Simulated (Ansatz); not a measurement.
## Al: single-point calculation

The run: single-point calculation of Al (Immm, 1 atom in the cell). Method and program: DFT PBEsol, scalar-relativistic, plane waves, PAW, no spin polarisation (Ansatz 0.2.0).

The structure derives from an entry of the Crystallography Open Database. It belongs to a series of runs on one base structure; here: strain +0.0187 x Voigt [0, 0, 0, 0, 1, 0], atoms carried along. Figures and captions count atoms from 1; the log counts them from 0 in places.

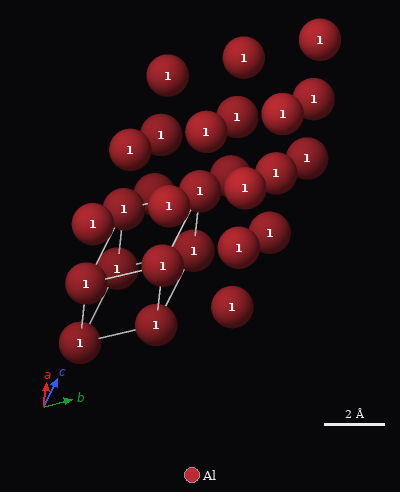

**Figure 1.** The input geometry (spheres-only view of the reduced cell, repeated 2 × 2 × 2, seen at an oblique angle; atoms are numbered from 1 in the order of the input). An atom can appear more than once, as a periodic image.

## Input
```yaml
crystal:
  lattice:
    - [0.018924213, 2.02398, 2.02398]
    - [2.042904213, 0.0, 2.042904213]
    - [2.02398, 2.02398, 0.018924213]
  atoms:
    - { symbol: Al, position: [0.0, 0.0, 0.0] }
basis:
  ecutwfc: 420
kpoints:
  mp_grid: { grid: [20, 20, 20] }
hamiltonian:
  xc: pbesol
scf:
  occupations: { method: gaussian, width: 0.15 }
output:
  forces: true
  stress: true
  eigenvalues: true
  write_density: true
  write_potential: true
  elf: true
  volumetric_format: npy
```

Hardware: 1 thread of AMD EPYC (Zen 5), 32 GiB of memory available, shared host.

Launch command:
```bash
ansatz run input.yaml --threads 1 --pin off --max-ram 2560MiB --backend cpu --events-out ev --progress --plain --runs-dir out
```

## What the program printed
```
Engine: ansatz 0.2.0, x86_64-unknown-linux-gnu
Pseudopotentials: kind: paw
Pseudopotential: Al, paw, valence charge 3, recommended cutoff 420 eV (normal), Al.paw.azcp
Functional definition: PBEsol
  exchange = pbesol_x
  correlation = pbesol_c
Crystal: 1 atoms, lattice volume = 16.581 Å³
Basis set: ecut = 420 eV, 331 PW (Γ), exchange–correlation on 40×40×40 points (8 copies of the dense FFT grid, shifted against one another)
Bands: 6, of which v1, the nominal top of the filled ones, is band 2 counted from 1 (1 counted from 0)
Symmetry: 8 space group operations
Space group: Immm (ITA 71), of the structure as read, at distance tolerance 2.5e-5 Å
k-points: 1166 of 8000
Non-local potential: Al, projectors of the file, l = 0: 2, l = 1: 2, l = 2: 1
PAW form: soft (Blöchl's): semilocal exchange-correlation on the pseudo side does not see the compensation charge
PAW frozen core: Al, regenerated for the run's functional, and the local potential with it (the file was generated under x = pbe(κ = 0.804, μ = 0.2195149727645171), c = pbe(β = 0.06672455060314922))
PAW one-centre angular grid: Al, 110 points (default); XC on 64 Gauss nodes
Initial density: superposition of atomic densities (neutral atoms: chi_scale 0, normalization atom), corrected by the library's trained network
Initial wavefunctions: pseudopotential atomic-orbital guess
Functional: x = pbesol(κ = 0.804, μ = 0.12345679012345678), c = pbesol(β = 0.046)
SCF iter   1: F=—  HF=-524.547088 eV  |F-HF|=—  |Δ(HF+E_count)|=         —  Δρ=7.60e-4  dr2=5.24e-5  ethr=1.77e-3  ⟨swp⟩=4.7  Hψ=58776  notcnv=0
preconditioner: auto → none  [metal: Δε(μ)=0.010 eV  Ē_g=13.135 eV  σ=0.150 eV  W_gap=0.04  n_scr=0 (ndim 8)  ℏωp=15.8 eV  f_vac=0.000  D(μ)=0.44/eV (n_scr^D=0)]
SCF iter   2: F=—  HF=-524.547107 eV  |F-HF|=—  |Δ(HF+E_count)|=   1.89e-5  Δρ=3.84e-4  dr2=1.32e-5  ethr=1.75e-6  ⟨swp⟩=1.8  Hψ=17336  notcnv=0
iter 3 did not close the SCF: its close was put off for the readings that it lacked (scf_convergence_deferred on its scf_iter line)
SCF iter   3: F=-524.547111 eV  HF=-524.547111 eV  |F-HF|=2.80e-8  |Δ(HF+E_count)|=   4.15e-6  Δρ=2.06e-5  dr2=7.86e-8  ethr=4.40e-7  ⟨swp⟩=1.0  Hψ=6508  notcnv=0
iter 4 did not close the SCF: its close was put off for the readings that it lacked (scf_convergence_deferred on its scf_iter line)
SCF iter   4: F=-524.547111 eV  HF=-524.547111 eV  |F-HF|=1.97e-9  |Δ(HF+E_count)|=   2.17e-8  Δρ=7.05e-6  dr2=8.00e-9  ethr=2.62e-9  ⟨swp⟩=1.3  Hψ=6977  notcnv=0
iter 5 did not close the SCF: its close was put off for the readings that it lacked (scf_convergence_deferred on its scf_iter line)
SCF iter   5: F=-524.547111 eV  HF=-524.547111 eV  |F-HF|=1.02e-11  |Δ(HF+E_count)|=   1.69e-9  Δρ=3.52e-7  dr2=2.24e-11  ethr=2.67e-10  ⟨swp⟩=1.1  Hψ=6587  notcnv=0
SCF iter   6: F=-524.547111 eV  HF=-524.547111 eV  |F-HF|=1.14e-13  |Δ(HF+E_count)|=  7.73e-12  Δρ=2.74e-8  dr2=8.75e-14  ethr=1.00e-12  ⟨swp⟩=3.9  Hψ=26885  notcnv=0
SCF 1 converged in 6 iterations: F = -524.547111 eV  dr2 = 8.75e-14
  greatest PAW one-centre occupation: 0.449 electrons in one spin orbital (limit 2), on the Al atom at site 0 (counted from 0), in its partial waves of l = 0
SCF converged after 6 iterations
Free energy (F): -524.547111 eV
Harris-Foulkes:  -524.547111 eV  (|F-HF|=1.14e-13)
Internal energy: -524.542185 eV  (E = F + TS)
E sigma→0 (E₀):  -524.544648 eV
Entropy (-TS):   -0.004926 eV (-4.926 meV/atom)
Fermi energy:    7.861945 eV
--- Per-component energies (eV) ---
  E_band       = 10.283251
  E_kinetic    = 22.745919
  E_local      = 9.685945  (includes V_loc(G=0)·N_el)
  E_nonlocal   = 10.351104
  E_hartree    = 0.102036
  E_xc         = -39.359983
  E_vxc        = -29.103190  (∫ρ·V_xc dr)
  E_paw        = -454.693904  (= ΣΔE_a)
  E_vpaw       = -3.600596  (= ΣTr[D̂ρ^β])
  E_aug_tail   = -0.000003  (compensation charges beyond the density's cutoff)
  E_ewald      = -73.392439
  E_core_change = 0.019139  (= ΣΔE_core)
  E_smearing   = -0.004926  (= −TS)
  E_closure    = -0.000000  (closes the sum)
  Σ components = -524.547111   (vs F -524.547111, Δ=0.00e0)
--- Forces (eV/Å), atoms counted from 1 ---
  atom   1  Al     0.00000000     0.00000000     0.00000000
  max |Σ_I F_I| component: 3.85e-34 eV/Å
--- Stress (GPa, compression-positive) ---
       -1.771855       0.000000      -0.582831
       -0.000000      -2.086489      -0.000000
       -0.582831       0.000000      -1.771855
  P = ⅓ Tr σ = -1.8767 GPa (-18.767 kbar)
--- Band table (eV; the first three rows and the last of 1166) ---
  k-point 0: bands = ["-3.2552", "20.0325", "20.3104", "20.6128", "21.5274", "21.8001"]
  k-point 1: bands = ["-3.1867", "19.2644", "19.7746", "20.1506", "21.8926", "22.1752"]
  k-point 2: bands = ["-2.9812", "17.3180", "19.3227", "19.6768", "22.4371", "22.6518"]
  k-point 1165: bands = ["4.9304", "6.2230", "13.0430", "13.0641", "13.7335", "16.8493"]
```

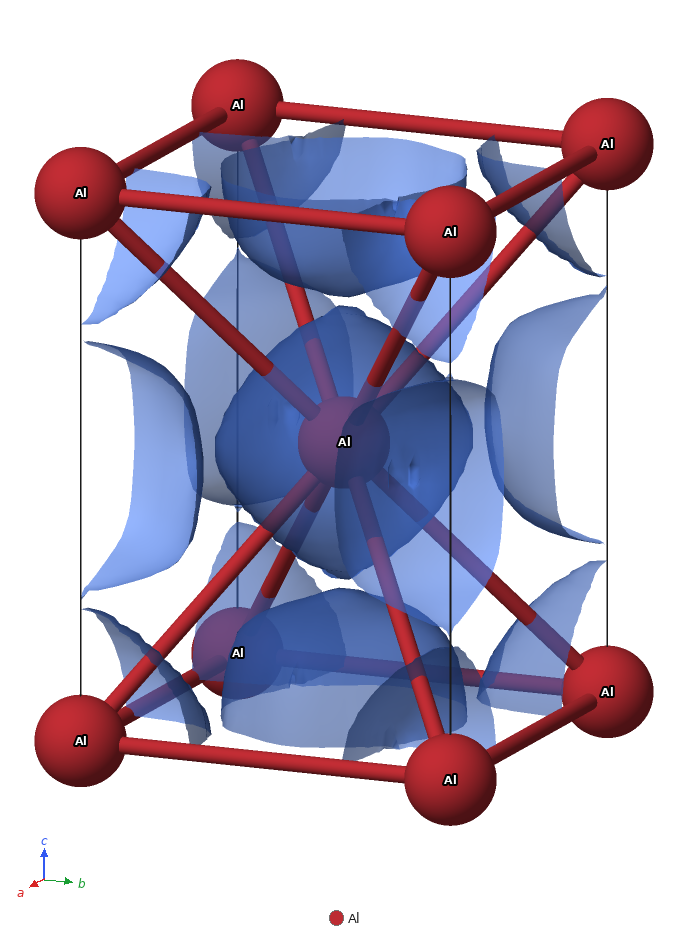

**Figure 2.** Isosurface of the ELF at 0.5 (blue), seen slightly off an axis. Only the valence region is drawn (cores and ρ < 0.01 e/Å³ removed). Sticks mark near contacts. The outline is the cell set on symmetry axes. The ELF exceeds this value in one network that runs through the whole crystal, counted in one cell of 2 atoms.  Values along the shortest contacts: Al–Al (2.84 Å): the ELF peaks at about 0.65 between the atoms. Al–Al (2.89 Å): the ELF is about 0.60 at the midpoint, which marks metallic bonding. Core electrons are frozen (PAW), so the fields are smoothed inside the atomic spheres.

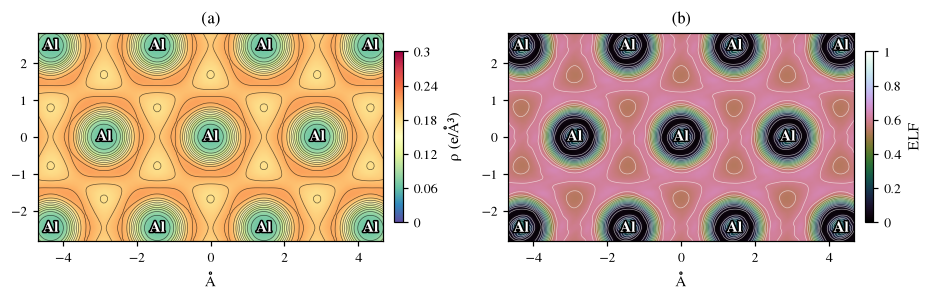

**Figure 3.** (a) valence charge density (pseudo); (b) ELF on the (101) plane of the conventional cell. Al–Al (2.86 Å): ρ is about 0.2 e/Å³ halfway; the ELF is about 0.60 at the midpoint, which marks nearly free electrons, as in a simple metal. Al–Al (2.89 Å): ρ is about 0.19 e/Å³ halfway; the ELF is about 0.60 at the midpoint, as expected for nearly free electrons, as in a simple metal. Away from the nuclei the density in this plane falls to 0.18 e/Å³ at its lowest.

## Results in brief

| quantity | value |
| --- | --- |
| outcome | converged |
| space group (tolerance 0.01 Å) | Immm (71) |
| electrons treated | 3 |
| free energy | −524.5471 eV |
| Fermi energy | 7.862 eV |
| gap on the k-point mesh | none (metallic) |
| pressure | −1.88 GPa |
| largest force (length of the vector) | under 0.001 eV/Å |
| wall time | 3.6 s |
| peak memory | 0.46 GiB |
